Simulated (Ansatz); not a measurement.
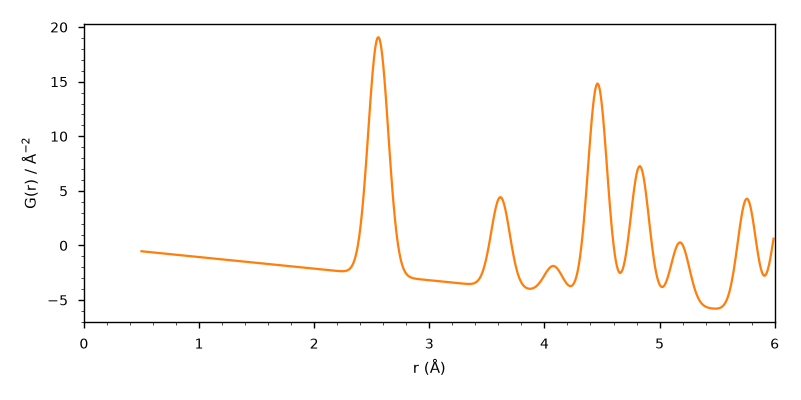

The curve is a calculated X-ray PDF: distances of the static structure, each pair weighted by the product of the atomic numbers (X-ray weights at Q = 0), broadened by Gaussians with σ = 0.08 Å.

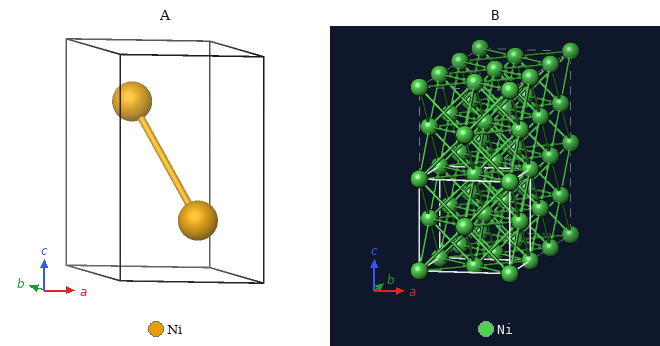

Candidate polymorphs:

A. Ni, a = 2.590 Å, b = 2.590 Å, c = 4.079 Å, α = 90.00°, β = 90.00°, γ = 120.00°, P6_3/mmc

B. Ni, a = 3.520 Å, b = 3.520 Å, c = 3.520 Å, α = 90.00°, β = 90.00°, γ = 90.00°, Fm-3m

Origins: A, the input geometry of an electronic-structure calculation (not necessarily at equilibrium); the starting structure was generated, so it need not be a known form of this composition; B, the input geometry of an electronic-structure calculation (not necessarily at equilibrium).

> Which candidate gives this PDF?

Candidate A, Ni, P6_3/mmc (first clear peaks at 2.56 Å (Ni–Ni) and 3.62 Å (Ni–Ni)). B would give first clear peaks at 2.49 Å (Ni–Ni) and 3.52 Å (Ni–Ni).
